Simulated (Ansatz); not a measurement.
TaN: several calculations on one system

## 1. Relaxation

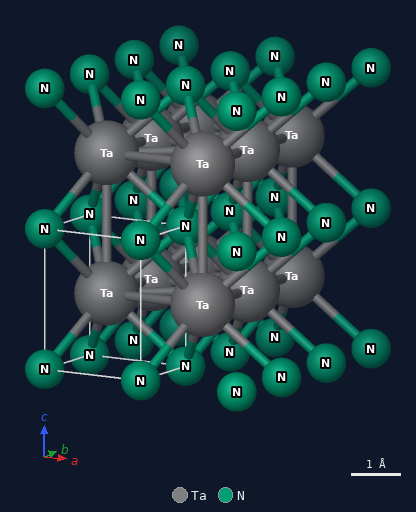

This is the input geometry for a relaxation of a crystal of TaN (set up in P-6m2). The picture is a ball-and-stick view of the cell of the calculation, repeated 2 × 3 × 2 with one cell outlined, seen slightly off an axis.

These are results of DFT PBEsol, scalar-relativistic, plane waves, PAW (Ansatz 0.2.0), not measurements.

Input file:
```yaml
crystal:
  lattice:
    - [2.9379988584, 0.0, 0.0]
    - [-1.4689994292, 2.5443816477, 0.0]
    - [0.0, 0.0, 2.883]
  atoms:
    - { symbol: Ta, position: [0.3333333333, 0.6666666667, 0.5] }
    - { symbol: "N", position: [0.0, 0.0, 0.0] }
basis:
  ecutwfc: 420
kpoints:
  mp_grid: { grid: [18, 18, 14] }
hamiltonian:
  xc: pbesol
scf:
  occupations: { method: gaussian, width: 0.1 }
output:
  forces: true
  stress: true
  eigenvalues: true
relax:
  adjacent_minimum: "off"
  f_tol: 0.005
  max_steps: 80
  cell: { stress_tol: 0.05 }
```

Command:
```bash
ansatz run input.yaml --threads 1 --pin off --max-ram 3072MiB --backend cpu --events-out ev --progress --plain --runs-dir out
```

What does the optimiser find from here?

No atom moves by more than 0.005 Å relative to the cell. Cell: a = b 2.938 → 2.924 Å (−0.5 %), c 2.883 → 2.871 Å (−0.4 %). Volume −1.4 %. Some distances before and after: Ta1–Ta1 2.938 → 2.924 Å, Ta1–Ta1 (another image) 2.883 → 2.871 Å, Ta1–N2 2.226 → 2.216 Å. The space group stays P-6m2 (No. 187). The energy falls by 2.3 meV per atom in 4 accepted moves (6 points after the start). All forces vanish by symmetry, so only the cell relaxes. The pressure goes from −4.87 to 0.00 GPa. The SCF was repeated twice at an unchanged geometry on a basis and grid sized afresh for the cell, which shifted the energy by 0.4 meV per atom at most.

## 2. Relaxation

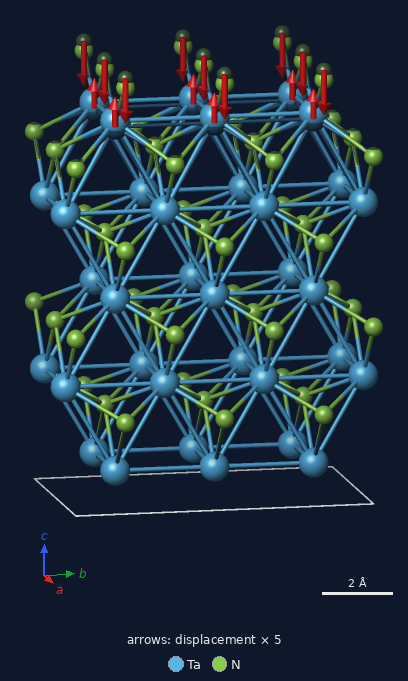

A relaxation of a slab of composition TaN (cut from the P-6m2 phase). The starting structure is drawn faded, the final one solid; red arrows show the displacements, 5 times their true length.

The picture is a ball-and-stick view of the 2 × 3 repeat of the cell, outlined in the plane, without the vacuum, seen slightly off an axis.

Case: (1 0 0) slab, atoms relaxed. The slab is the (1 0 0) face of TaN.

Computed with Ansatz, DFT PBEsol, scalar-relativistic, plane waves, PAW.

Input file:
```yaml
crystal:
  lattice:
    - [2.8707276426, 0.0, 0.0]
    - [0.0, 2.9239890448, 0.0]
    - [0.0, 0.0, 26.8171610347]
  atoms:
    - { symbol: Ta, position: [0.5, 0.5, 0.2796716621] }
    - { symbol: "N", position: [0.0, 0.5, 0.3426226158] }
    - { symbol: Ta, position: [0.5, 0.0, 0.3740980926] }
    - { symbol: "N", position: [0.0, 0.0, 0.4370490463] }
    - { symbol: Ta, position: [0.5, 0.5, 0.4685245232] }
    - { symbol: "N", position: [0.0, 0.5, 0.5314754768] }
    - { symbol: Ta, position: [0.5, 0.0, 0.5629509537] }
    - { symbol: "N", position: [0.0, 0.0, 0.6259019074] }
    - { symbol: Ta, position: [0.5, 0.5, 0.6573773842] }
    - { symbol: "N", position: [0.0, 0.5, 0.7203283379] }
basis:
  ecutwfc: 420
kpoints:
  mp_grid: { grid: [12, 12, 1] }
hamiltonian:
  xc: pbesol
scf:
  occupations: { method: gaussian, width: 0.1 }
output:
  forces: true
  eigenvalues: true
  write_density: true
  write_potential: true
  elf: true
  volumetric_format: npy
relax:
  adjacent_minimum: "off"
  f_tol: 0.02
  max_steps: 60
efield:
  axis: 3
  dipole_correction: true
  ramp_width: 0.04
```

Command:
```bash
ansatz run input.yaml --threads 1 --pin off --max-ram 2560MiB --backend cpu --events-out ev --progress --plain --runs-dir out
```

What happened in the run?

After 4 accepted moves (6 points after the start) the energy has fallen by 1.372 eV per cell of the calculation. Largest force component: 5.1 eV/Å at the start, 0.017 eV/Å at the end. The line search rejected the trial step at point 2 of the run. 1 step only repeated the SCF at the same geometry. N10 moves most relative to the layer's centre: 0.27 Å along the normal (−c). By element the largest moves are N 0.27 Å, Ta 0.18 Å. The lattice vectors keep their values. Among the contacts that change: Ta9–N10 2.216 → 1.898 Å, Ta7–Ta9 2.924 → 3.054 Å, N8–Ta9 2.216 → 2.314 Å, Ta7–N8 2.216 → 2.154 Å. Among the angles between lasting bonds that change: Ta9–N10–Ta9 80.7° → 98.3°, Ta9–N8–Ta9 135.2° → 124.6°, Ta7–N8–Ta9 135.2° → 139.5°.

## 3. A change

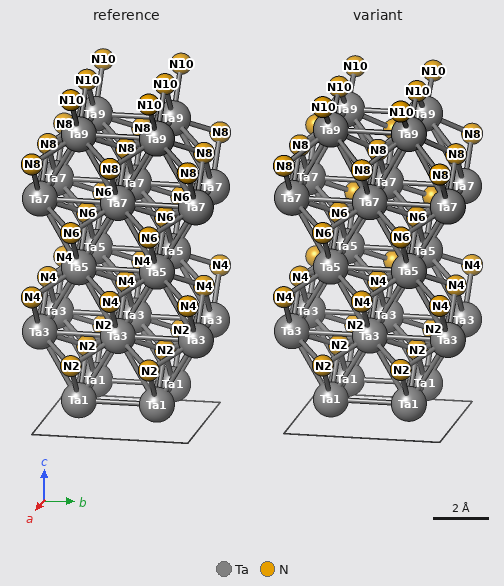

Left: a (1 0 0) slab of TaN as cut from the relaxed bulk. Right: the same structure after one change, at the same scale. A ball-and-stick model of the 2 × 2 repeat of the cell, outlined in the plane, without the vacuum, seen slightly off an axis.

All numbers below come from Ansatz 0.2.0, DFT PBEsol, scalar-relativistic, plane waves, PAW. Set-up: plane-wave cutoff 420 eV; occupations gaussian; smearing width 0.1 eV; no spin polarisation. The k-mesh is chosen for each cell (12×12×14, 12×12×1).

The atoms of the slab are relaxed at the bulk's in-plane cell.

Q: And its effect?

A: The surface energy (mean of the two faces) falls from 7.51 to 6.20 J/m². The top spacing, between the N and Ta planes, goes from 1.69 to 1.24 Å (−26.4 %), the bottom one (Ta to N) from 1.69 to 1.68 Å (−0.7 %). The cell doesn't change. The atom that moves furthest relative to the layer's centre is N10 (0.27 Å along the normal (−c)). By element the largest moves are N 0.27 Å, Ta 0.18 Å. Among the bonded contacts that change: N–Ta 2.216 → 1.898 to 2.314 Å, Ta–Ta 2.924 → 2.908 to 3.054 Å.
